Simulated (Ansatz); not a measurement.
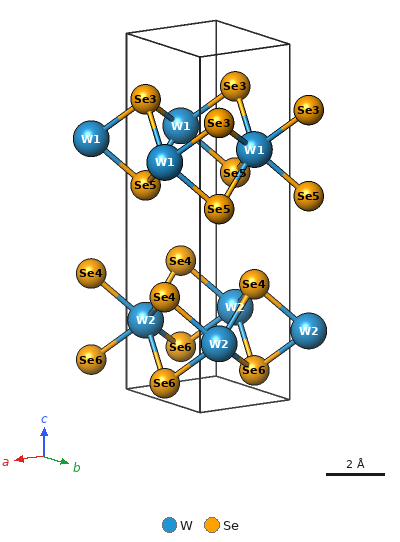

Figure 1. The structure as given in the input (ball-and-stick view of the cell of the calculation, repeated 2 × 2 × 1, seen at an oblique angle; atoms are numbered from 1 in the order of the input). An atom can appear more than once, as a periodic image.

Geometry relaxation, with input and output: WSe$_{2}$ (part 1 of 2)

The run: geometry relaxation of WSe$_{2}$ (6 atoms in the cell). Method and program: DFT r2SCAN, scalar-relativistic, plane waves, PAW (Ansatz 0.2.0).

The structure derives from a Materials Project entry. The run did not end well. It belongs to a series of runs on one base structure; here: uniaxial strain along c, a, b and atoms relaxed: -2.0 %. Figures and captions count atoms from 1; the log counts them from 0 in places.

Input file
```yaml
crystal:
  lattice:
    - [3.3316912068, 0.0, 0.0]
    - [-1.6658456034, 2.8853292227, 0.0]
    - [0.0, 0.0, 13.45433783]
  atoms:
    - { symbol: W, position: [0.6666666667, 0.3333333333, 0.75] }
    - { symbol: W, position: [0.3333333333, 0.6666666667, 0.25] }
    - { symbol: Se, position: [0.3333333333, 0.6666666667, 0.8710528359] }
    - { symbol: Se, position: [0.6666666667, 0.3333333333, 0.3710528359] }
    - { symbol: Se, position: [0.3333333333, 0.6666666667, 0.6289471641] }
    - { symbol: Se, position: [0.6666666667, 0.3333333333, 0.1289471641] }
basis:
  ecutwfc: 500
kpoints:
  mp_grid: { grid: [12, 12, 2] }
hamiltonian:
  xc: r2scan
scf:
  occupations: { method: gaussian, width: 0.02 }
output:
  forces: true
  stress: true
  eigenvalues: true
relax:
  adjacent_minimum: "off"
  f_tol: 0.008
  max_steps: 40
  cell: { stress_tol: 0.015, fix: [c, angles] }
```

Launch command:
```bash
ansatz run input.yaml --threads 1 --pin off --max-ram 2560MiB --backend cpu --events-out ev --progress --plain --runs-dir out
```

The program's output
```
Warning: crystal.symmetry: narrowed to the stabiliser of the fixed cell quantities (relax.cell.fix) — unitary ops 24 → 8. The narrowing is safe, since a smaller group never makes results wrong: the run goes on under it, on as many k-points as the starting group would need, or more. Excluded: 16 operations that would move a fixed cell quantity at a test strain (relax.cell.fix fixes c, alpha, beta, gamma). The cell can leave their symmetry as it relaxes.
Engine: ansatz 0.2.0, x86_64-unknown-linux-gnu
Pseudopotentials: kind: paw
Pseudopotential: W, paw, valence charge 14, recommended cutoff 500 eV (meta_gga), W.paw.azcp
Pseudopotential: Se, paw, valence charge 16, recommended cutoff 500 eV (meta_gga), Se.paw.azcp
Functional definition: r2SCAN
  parameter k0 = 0.174
  parameter k1 = 0.065
  parameter a1 = 4.9479
  exchange = r2scan_x(k0 = k0, k1 = k1, a1 = a1)
  correlation = r2scan_c
Crystal: 6 atoms, lattice volume = 129.337 Å³
Basis set: ecut = 500 eV, 3241 PW (Γ), exchange–correlation on 100×100×400 points (64 copies of the dense FFT grid, shifted against one another)
Bands: 56, of which v1, the nominal top of the filled ones, is band 46 counted from 1 (45 counted from 0)
Symmetry: 8 space group operations
k-points: 86 of 288
Non-local potential: W, projectors of the file, l = 0: 3, l = 1: 2, l = 2: 2, l = 3: 1
Non-local potential: Se, projectors of the file, l = 0: 2, l = 1: 2, l = 2: 3, l = 3: 1
PAW form: soft (Blöchl's): semilocal exchange-correlation on the pseudo side does not see the compensation charge
PAW frozen core: W, regenerated for the run's functional (the file was generated under x = pbe(κ = 0.804, μ = 0.2195149727645171), c = pbe(β = 0.06672455060314922))
PAW frozen core: Se, regenerated for the run's functional (the file was generated under x = pbe(κ = 0.804, μ = 0.2195149727645171), c = pbe(β = 0.06672455060314922))
PAW one-centre angular grid: W, 590 points (default); XC on 160 Gauss nodes
PAW one-centre angular grid: Se, 590 points (default); XC on 160 Gauss nodes
Initial density: superposition of atomic densities (neutral atoms: chi_scale 0, normalization atom), corrected by the library's trained network
Initial wavefunctions: pseudopotential atomic-orbital guess
Functional: x = r2scan, c = r2scan; τ floored in thin density (d = 2e-4 eV/Å³)
SCF iter   1: F=—  HF=-42710.618432 eV  |F-HF|=—  |Δ(HF+E_count)|=         —  Δρ=5.38e-3  dr2=2.32e-2  dr2_τ=9.17e-2  ethr=1.77e-3  ⟨swp⟩=6.4  Hψ=17308  notcnv=0  defer=3
preconditioner: auto → Resta (q_TF=auto, 2.578 Å⁻¹)  ε∞=5.3  [insulator: Δε(μ)=1.149 eV  Ē_g=9.463 eV  σ=0.020 eV  W_gap=1.00  n_scr=40 (ndim 8)  ℏωp=19.6 eV  f_vac=0.116  D(μ)=0.00/eV (n_scr^D=0)  ε∞_Penn≈5.3]
SCF iter   2: F=—  HF=-42710.739603 eV  |F-HF|=—  |Δ(HF+E_count)|=   1.21e-1  Δρ=3.57e-3  dr2=7.41e-3  dr2_τ=9.11e-4  ethr=2.52e-5  ⟨swp⟩=2.9  Hψ=10419  notcnv=0  defer=245
SCF iter   3: F=—  HF=-42710.747704 eV  |F-HF|=—  |Δ(HF+E_count)|=   8.10e-3  Δρ=1.30e-3  dr2=1.06e-3  dr2_τ=8.82e-5  ethr=8.06e-6  ⟨swp⟩=2.0  Hψ=6434  notcnv=0  defer=245
SCF iter   4: F=—  HF=-42710.748917 eV  |F-HF|=—  |Δ(HF+E_count)|=   1.21e-3  Δρ=1.37e-4  dr2=1.53e-5  dr2_τ=2.44e-6  ethr=1.15e-6  ⟨swp⟩=2.0  Hψ=7196  notcnv=0  defer=245
SCF iter   5: F=—  HF=-42710.748914 eV  |F-HF|=—  |Δ(HF+E_count)|=   3.06e-6  Δρ=4.44e-5  dr2=3.07e-6  dr2_τ=2.34e-7  ethr=1.66e-8  ⟨swp⟩=2.0  Hψ=8399  notcnv=0  defer=245
SCF iter   6: F=—  HF=-42710.748917 eV  |F-HF|=—  |Δ(HF+E_count)|=   2.31e-6  Δρ=1.26e-5  dr2=2.87e-7  dr2_τ=1.31e-8  ethr=3.34e-9  ⟨swp⟩=2.0  Hψ=6119  notcnv=0  defer=245
SCF iter   7: F=—  HF=-42710.748917 eV  |F-HF|=—  |Δ(HF+E_count)|=   1.51e-7  Δρ=8.05e-6  dr2=2.22e-7  dr2_τ=1.54e-8  ethr=1.09e-10  ⟨swp⟩=10.3  Hψ=18575  notcnv=0
SCF iter   8: F=-42710.748917 eV  HF=-42710.748917 eV  |F-HF|=2.42e-9  |Δ(HF+E_count)|=   1.46e-8  Δρ=1.53e-6  dr2=3.27e-9  dr2_τ=2.60e-10  ethr=1.09e-10  ⟨swp⟩=3.0  Hψ=15799  notcnv=0
SCF 1 converged in 8 iterations: F = -42710.748917 eV  dr2 = 3.27e-9
  greatest PAW one-centre occupation: 1.000 electrons in one spin orbital (limit 2), on the Se atom at site 5 (counted from 0), in its partial waves of l = 2
relax step   1: F+E_penalty+E_count = -42710.74891674 eV  Δ(F+E_penalty+E_count) = +0.000e0 eV  max|allowed force component| = 4.975e-1 eV/Å  Δτ_max = 0.0000 Å  P = +1.680 GPa  Ω = 129.337 Å³  fix = [c, alpha, beta, gamma]  reactions: c +4.273 GPa; gamma -0.000 GPa/rad  (8 SCF iters, dr2 threshold 1.00e-7 eV, accepted)
Crystal: 6 atoms, lattice volume = 122.490 Å³
Basis set: ecut = 500 eV, 3091 PW (Γ), exchange–correlation on 100×100×400 points (64 copies of the dense FFT grid, shifted against one another)
Initial density: handed on by an earlier stage of this run
Initial wavefunctions: those handed on with the density
iter 1 solved again at ethr=1.55e-4 eV; its pass at ethr=3.10e-3 eV (dr2=1.42e-1 eV) is discarded
SCF iter   1: F=—  HF=-42710.541534 eV  |F-HF|=—  |Δ(HF+E_count)|=         —  Δρ=7.76e-3  dr2=1.48e-1  dr2_τ=2.09e-1  ethr=1.55e-4  ⟨swp⟩=2.3  Hψ=21544  notcnv=0
preconditioner: auto → Resta (q_TF=auto, 2.601 Å⁻¹)  ε∞=5.6  [insulator: Δε(μ)=1.173 eV  Ē_g=9.359 eV  σ=0.020 eV  W_gap=1.00  n_scr=40 (ndim 8)  ℏωp=20.1 eV  f_vac=0.050  D(μ)=0.00/eV (n_scr^D=0)  ε∞_Penn≈5.6]
SCF iter   2: F=—  HF=-42710.578545 eV  |F-HF|=—  |Δ(HF+E_count)|=   3.70e-2  Δρ=5.14e-3  dr2=3.24e-2  dr2_τ=1.99e-3  ethr=1.55e-4  ⟨swp⟩=3.0  Hψ=7627  notcnv=0
SCF iter   3: F=—  HF=-42710.578024 eV  |F-HF|=—  |Δ(HF+E_count)|=   5.21e-4  Δρ=2.33e-3  dr2=1.01e-2  dr2_τ=9.26e-4  ethr=3.52e-5  ⟨swp⟩=2.0  Hψ=6651  notcnv=0
SCF iter   4: F=—  HF=-42710.578723 eV  |F-HF|=—  |Δ(HF+E_count)|=   6.98e-4  Δρ=5.69e-4  dr2=5.74e-4  dr2_τ=3.02e-5  ethr=1.10e-5  ⟨swp⟩=3.0  Hψ=9460  notcnv=0
SCF iter   5: F=—  HF=-42710.578764 eV  |F-HF|=—  |Δ(HF+E_count)|=   4.17e-5  Δρ=1.90e-4  dr2=6.05e-5  dr2_τ=1.71e-6  ethr=6.24e-7  ⟨swp⟩=2.0  Hψ=8594  notcnv=0
SCF iter   6: F=—  HF=-42710.578757 eV  |F-HF|=—  |Δ(HF+E_count)|=   6.89e-6  Δρ=7.52e-5  dr2=7.23e-6  dr2_τ=8.02e-7  ethr=6.57e-8  ⟨swp⟩=2.0  Hψ=8609  notcnv=0
SCF iter   7: F=—  HF=-42710.578764 eV  |F-HF|=—  |Δ(HF+E_count)|=   6.86e-6  Δρ=2.66e-5  dr2=1.14e-6  dr2_τ=4.38e-8  ethr=7.86e-9  ⟨swp⟩=2.0  Hψ=6362  notcnv=0
SCF iter   8: F=-42710.578765 eV  HF=-42710.578765 eV  |F-HF|=7.33e-9  |Δ(HF+E_count)|=   5.55e-7  Δρ=5.92e-6  dr2=4.35e-8  dr2_τ=1.60e-9  ethr=6.52e-10  ⟨swp⟩=5.5  Hψ=17760  notcnv=0
SCF 2 converged in 8 iterations: F = -42710.578765 eV  dr2 = 4.35e-8
  greatest PAW one-centre occupation: 1.000 electrons in one spin orbital (limit 2), on the Se atom at site 4 (counted from 0), in its partial waves of l = 2
relax step   2: F+E_penalty+E_count = -42710.57876481 eV  Δ(F+E_penalty+E_count) = +1.702e-1 eV  max|allowed force component| = 9.401e-1 eV/Å  Δτ_max = 0.1106 Å  P = -0.414 GPa  Ω = 122.490 Å³  energy of the carried Pulay correction = +1.364e-3 eV  fix = [c, alpha, beta, gamma]  (8 SCF iters, dr2 threshold 6.00e-7 eV, rejected (line search))
Crystal: 6 atoms, lattice volume = 128.518 Å³
Basis set: ecut = 500 eV, 3217 PW (Γ), exchange–correlation on 100×100×400 points (64 copies of the dense FFT grid, shifted against one another)
iter 1 solved again at ethr=1.08e-4 eV; its pass at ethr=3.10e-3 eV (dr2=9.95e-2 eV) is discarded
SCF iter   1: F=—  HF=-42710.576112 eV  |F-HF|=—  |Δ(HF+E_count)|=         —  Δρ=5.92e-3  dr2=1.02e-1  dr2_τ=1.47e-1  ethr=1.08e-4  ⟨swp⟩=2.7  Hψ=21008  notcnv=0
preconditioner: auto → Resta (q_TF=auto, 2.580 Å⁻¹)  ε∞=5.4  [insulator: Δε(μ)=1.290 eV  Ē_g=9.345 eV  σ=0.020 eV  W_gap=1.00  n_scr=40 (ndim 8)  ℏωp=19.7 eV  f_vac=0.112  D(μ)=0.00/eV (n_scr^D=0)  ε∞_Penn≈5.4]
SCF iter   2: F=—  HF=-42710.777957 eV  |F-HF|=—  |Δ(HF+E_count)|=   2.02e-1  Δρ=3.76e-3  dr2=1.94e-2  dr2_τ=1.52e-3  ethr=1.08e-4  ⟨swp⟩=3.1  Hψ=7973  notcnv=0
SCF iter   3: F=—  HF=-42710.777234 eV  |F-HF|=—  |Δ(HF+E_count)|=   7.24e-4  Δρ=1.73e-3  dr2=5.85e-3  dr2_τ=5.25e-4  ethr=2.11e-5  ⟨swp⟩=2.0  Hψ=6739  notcnv=0
SCF iter   4: F=—  HF=-42710.777613 eV  |F-HF|=—  |Δ(HF+E_count)|=   3.80e-4  Δρ=4.48e-4  dr2=4.10e-4  dr2_τ=2.04e-5  ethr=6.36e-6  ⟨swp⟩=2.0  Hψ=6798  notcnv=0
SCF iter   5: F=—  HF=-42710.777684 eV  |F-HF|=—  |Δ(HF+E_count)|=   7.10e-5  Δρ=1.34e-4  dr2=3.28e-5  dr2_τ=8.05e-7  ethr=4.46e-7  ⟨swp⟩=2.5  Hψ=8225  notcnv=0
SCF iter   6: F=—  HF=-42710.777686 eV  |F-HF|=—  |Δ(HF+E_count)|=   1.87e-6  Δρ=5.72e-5  dr2=4.39e-6  dr2_τ=4.60e-7  ethr=3.56e-8  ⟨swp⟩=2.0  Hψ=8600  notcnv=0
SCF iter   7: F=—  HF=-42710.777693 eV  |F-HF|=—  |Δ(HF+E_count)|=   7.04e-6  Δρ=2.16e-5  dr2=7.14e-7  dr2_τ=2.88e-8  ethr=4.77e-9  ⟨swp⟩=2.0  Hψ=8600  notcnv=0
SCF iter   8: F=—  HF=-42710.777693 eV  |F-HF|=—  |Δ(HF+E_count)|=   4.08e-7  Δρ=4.50e-6  dr2=2.93e-8  dr2_τ=7.34e-10  ethr=7.76e-10  ⟨swp⟩=2.0  Hψ=6364  notcnv=0
SCF iter   9: F=—  HF=-42710.777694 eV  |F-HF|=—  |Δ(HF+E_count)|=   1.81e-8  Δρ=8.36e-7  dr2=9.45e-10  dr2_τ=2.74e-11  ethr=3.18e-11  ⟨swp⟩=2.0  Hψ=6364  notcnv=0
SCF iter  10: F=—  HF=-42710.777694 eV  |F-HF|=—  |Δ(HF+E_count)|=  6.26e-10  Δρ=1.90e-7  dr2=4.05e-11  dr2_τ=2.35e-12  ethr=1.03e-12  ⟨swp⟩=2.0  Hψ=6208  notcnv=0
SCF iter  11: F=-42710.777694 eV  HF=-42710.777694 eV  |F-HF|=1.46e-11  |Δ(HF+E_count)|=  5.82e-11  Δρ=4.23e-8  dr2=2.42e-12  dr2_τ=9.45e-14  ethr=1.00e-12  ⟨swp⟩=6.1  Hψ=19880  notcnv=0
SCF 3 converged in 11 iterations: F = -42710.777694 eV  dr2 = 2.42e-12
relax step   3: F+E_penalty+E_count = -42710.77769351 eV  Δ(F+E_penalty+E_count) = -2.878e-2 eV  max|allowed force component| = 6.439e-2 eV/Å  Δτ_max = 0.0332 Å  P = -0.335 GPa  Ω = 128.518 Å³  energy of the carried Pulay correction = +1.592e-4 eV  fix = [c, alpha, beta, gamma]  reactions: c -0.042 GPa; gamma +0.000 GPa/rad  (11 SCF iters, accepted)
Crystal: 6 atoms, lattice volume = 128.138 Å³
iter 1 solved again at ethr=9.88e-7 eV; its pass at ethr=3.10e-3 eV (dr2=9.09e-4 eV) is discarded
SCF iter   1: F=—  HF=-42710.778019 eV  |F-HF|=—  |Δ(HF+E_count)|=         —  Δρ=4.25e-4  dr2=8.82e-4  dr2_τ=6.57e-4  ethr=9.88e-7  ⟨swp⟩=2.1  Hψ=19260  notcnv=0
preconditioner: auto → Resta (q_TF=auto, 2.582 Å⁻¹)  ε∞=5.4  [insulator: Δε(μ)=1.263 eV  Ē_g=9.382 eV  σ=0.020 eV  W_gap=1.00  n_scr=40 (ndim 8)  ℏωp=19.7 eV  f_vac=0.101  D(μ)=0.00/eV (n_scr^D=0)  ε∞_Penn≈5.4]
SCF iter   2: F=—  HF=-42710.778535 eV  |F-HF|=—  |Δ(HF+E_count)|=   5.15e-4  Δρ=1.98e-4  dr2=6.94e-5  dr2_τ=3.32e-5  ethr=9.59e-7  ⟨swp⟩=2.0  Hψ=6060  notcnv=0
SCF iter   3: F=—  HF=-42710.778518 eV  |F-HF|=—  |Δ(HF+E_count)|=   1.64e-5  Δρ=8.74e-5  dr2=1.18e-5  dr2_τ=1.74e-7  ethr=7.54e-8  ⟨swp⟩=2.5  Hψ=6076  notcnv=0
```

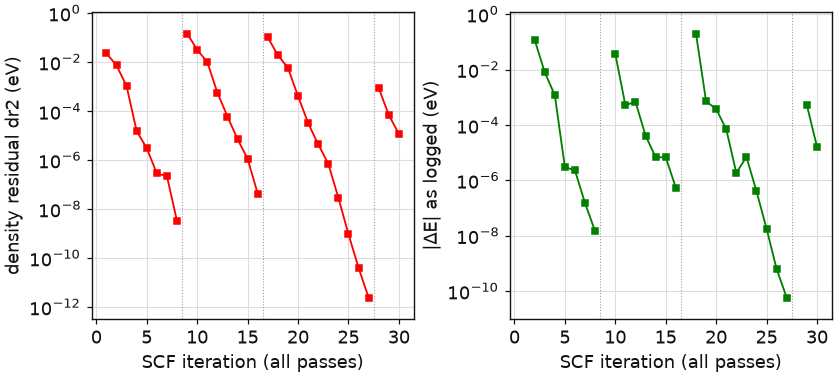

Figure 2. Convergence of the self-consistent field: density residual dr2 and size of the energy change against the SCF iteration. Dotted lines part the SCF passes that the log prints in full.
